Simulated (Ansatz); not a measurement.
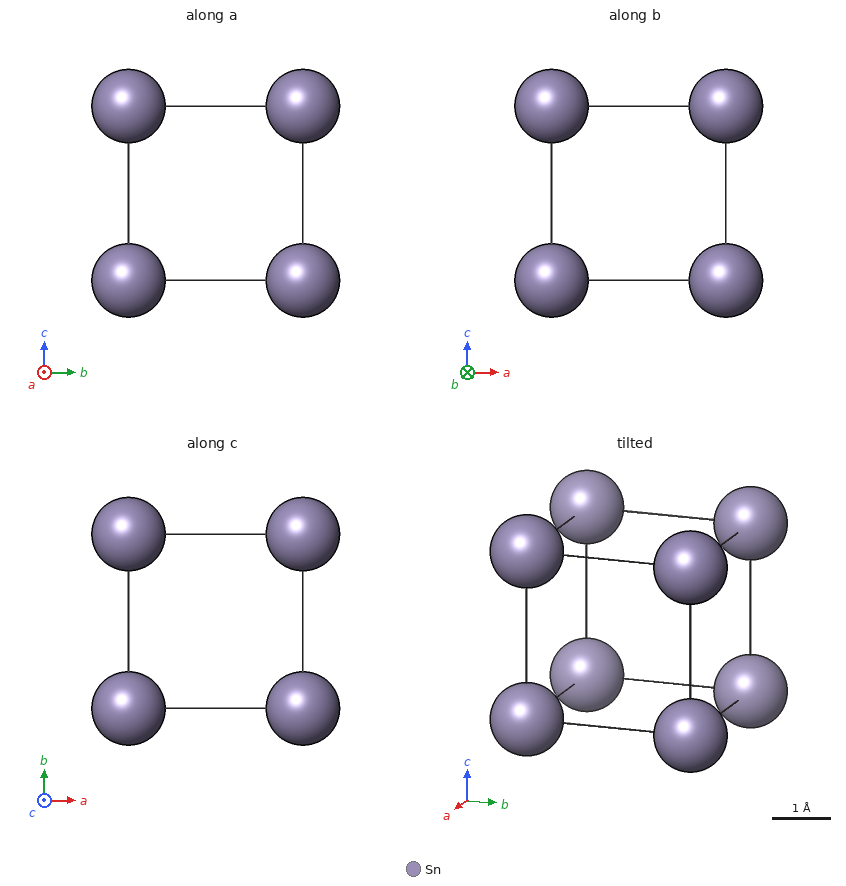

The crystal in a spheres-only representation, seen along the a axis, along the b axis, along the c axis and slightly off an axis. One conventional unit cell is framed, with atoms on its boundary repeated.

Lattice parameters: a = 3.0408 Å, b = 3.0408 Å, c = 3.0408 Å, α = 90.000°, β = 90.000°, γ = 90.000°.

**Give the atomic positions as a CIF with its space group and independent sites.**

```cif
data_structure
_symmetry_space_group_name_H-M 'P m -3 m'
_symmetry_Int_Tables_number 221
_cell_length_a 3.0408
_cell_length_b 3.0408
_cell_length_c 3.0408
_cell_angle_alpha 90.000
_cell_angle_beta 90.000
_cell_angle_gamma 90.000
_cell_volume 28.12
loop_
_atom_site_label
_atom_site_type_symbol
_atom_site_symmetry_multiplicity
_atom_site_Wyckoff_symbol
_atom_site_fract_x
_atom_site_fract_y
_atom_site_fract_z
_atom_site_occupancy
Sn1 Sn 1 a 0.0000 0.0000 0.0000 1
```

The initial geometry was a structure type filled with this element by a generator (whether the element takes this form wasn't checked). Earlier steps of the study may have refined or changed the cell and positions. Ansatz was used for an electronic-structure calculation on it.
